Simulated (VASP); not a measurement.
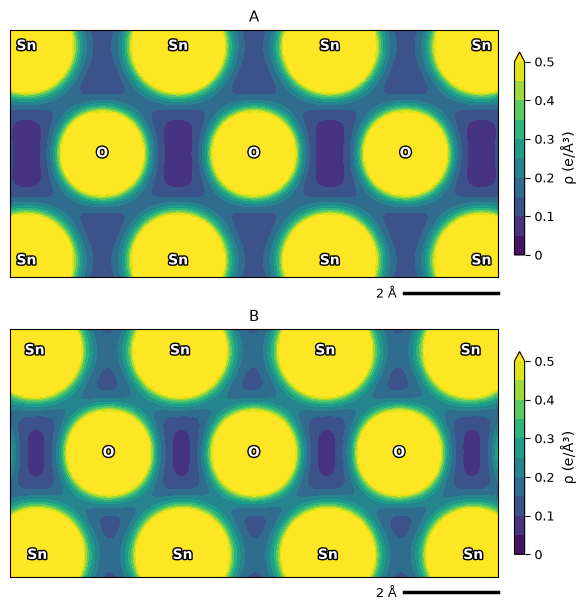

SnO. The valence charge density (pseudo) of two cells that differ in size and shape, on the (011̄) plane of each (indices in the axes of the calculation cell), at one length scale and on one colour scale; one has 14.7 and the other 16.8 Å³ an atom.

Computed with Kohn-Sham DFT of a periodic cell, PBE, VASP PAW PBE potentials, recommended (VASP 6.6.1).

Core electrons are frozen (PAW), and the valence fields are smoothed inside the atomic spheres.

The larger cell:

```
CELL_PARAMETERS angstrom
3.22506 0.00000 0.00000
0.00000 3.22506 0.00000
0.00000 0.00000 3.22506
ATOMIC_POSITIONS crystal
Sn 0.00000 0.00000 0.00000
O 0.50000 0.50000 0.50000
```

The smaller cell: a = 3.090 Å, b = 3.090 Å, c = 3.090 Å, α = 90.51°, β = 90.51°, γ = 90.51°.

Which is the denser cell? Describe the effect of the change.

Answer. Panel B is the smaller cell, by 12 % in volume. From the larger cell to the smaller, Sn–O goes from 2.79 to 2.65 Å, and the density at its midpoint from 0.18 to 0.23 e/Å³; the pressure goes from −7 to 4.5 GPa.
